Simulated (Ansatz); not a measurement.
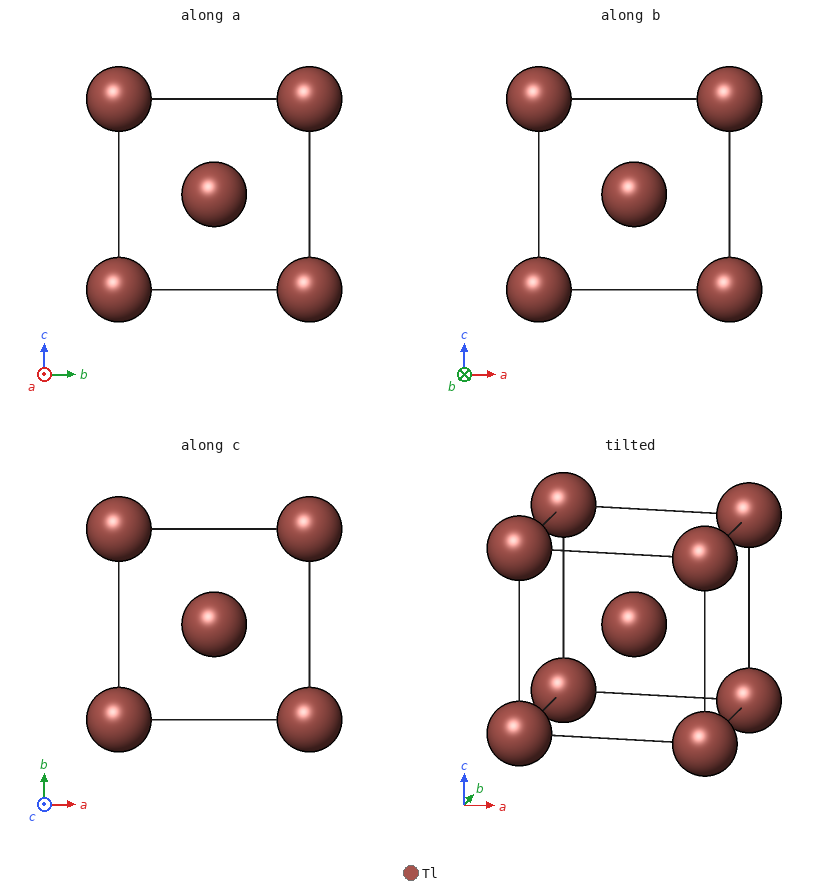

An orthographic spheres-only view of the structure, along the a axis, along the b axis, along the c axis and slightly off an axis. The lines enclose the conventional unit cell; boundary atoms appear with their images.

Lattice parameters: a = 3.8566 Å, b = 3.8566 Å, c = 3.8566 Å, α = 90.000°, β = 90.000°, γ = 90.000°.

Transcribe the picture into a CIF in P1 with every atom of the cell.

Answer.
```cif
data_structure
_symmetry_space_group_name_H-M 'P 1'
_symmetry_Int_Tables_number 1
_cell_length_a 3.8566
_cell_length_b 3.8566
_cell_length_c 3.8566
_cell_angle_alpha 90.000
_cell_angle_beta 90.000
_cell_angle_gamma 90.000
_cell_volume 57.36
loop_
_atom_site_label
_atom_site_type_symbol
_atom_site_fract_x
_atom_site_fract_y
_atom_site_fract_z
_atom_site_occupancy
Tl1 Tl 0.0000 0.0000 0.0000 1
Tl2 Tl 0.5000 0.5000 0.5000 1
```

Provenance: a structure type filled with this element by a generator (whether the element takes this form wasn't checked). Earlier steps of the study may have refined or changed the cell and positions. It went into a calculation with Ansatz.
